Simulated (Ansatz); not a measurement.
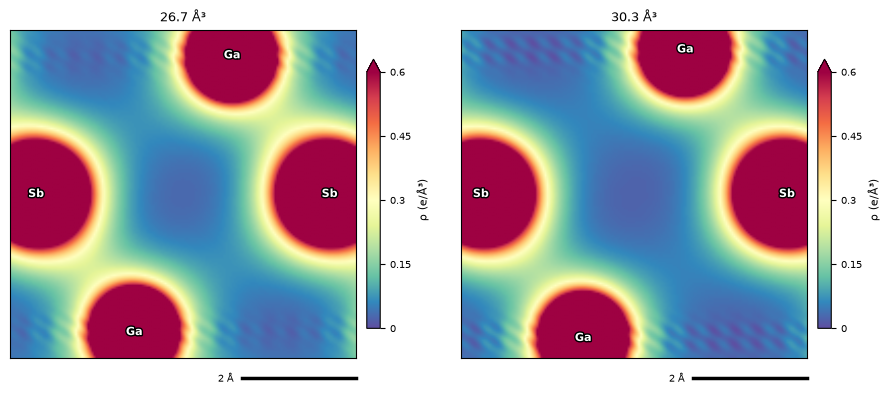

GaSb$_{3}$. The valence charge density (pseudo) of cells scaled evenly to different volumes (given per atom above each panel), on the (011̄) plane of each (indices in the axes of the cell below), at one length scale and on one colour scale.

A generated structure, not necessarily the stable one.

All numbers below come from DFT PBE, scalar-relativistic, plane waves, PAW in Ansatz 0.2.0.

Core electrons are frozen (PAW), and the valence fields are smoothed inside the atomic spheres.

The largest cell:

```
Ga Sb
1.0
    -3.11705    3.11705    3.11705
     3.11705   -3.11705    3.11705
     3.11705    3.11705   -3.11705
Ga Sb
1 3
Direct
  0.00000 0.00000 0.00000
  0.00000 0.50000 0.50000
  0.50000 0.00000 0.50000
  0.50000 0.50000 0.00000
```

| volume (Å³/atom) | Ga–Sb contact in the plane (Å) | ρ at its midpoint (e/Å³) | pressure (GPa) | 
| --- | --- | --- | --- |
| 26.71 | 2.989 | 0.241 | 1.7 | 
| 27.53 | 3.020 | ? | ? | 
| 30.29 | 3.117 | 0.200 | −4.0 | 

### What values belong in the row with question marks?

Over the known rows ln ρ falls by 1.46 per Å of Ga–Sb distance (the line through the two), which gives 0.230 e/Å³ at 3.020 Å; the calculation gives 0.230 e/Å³. For the pressure, a straight line in volume between the neighbouring rows gives 0.4 GPa; the calculation gives 0.0, lower because pressure rises ever faster on compression.
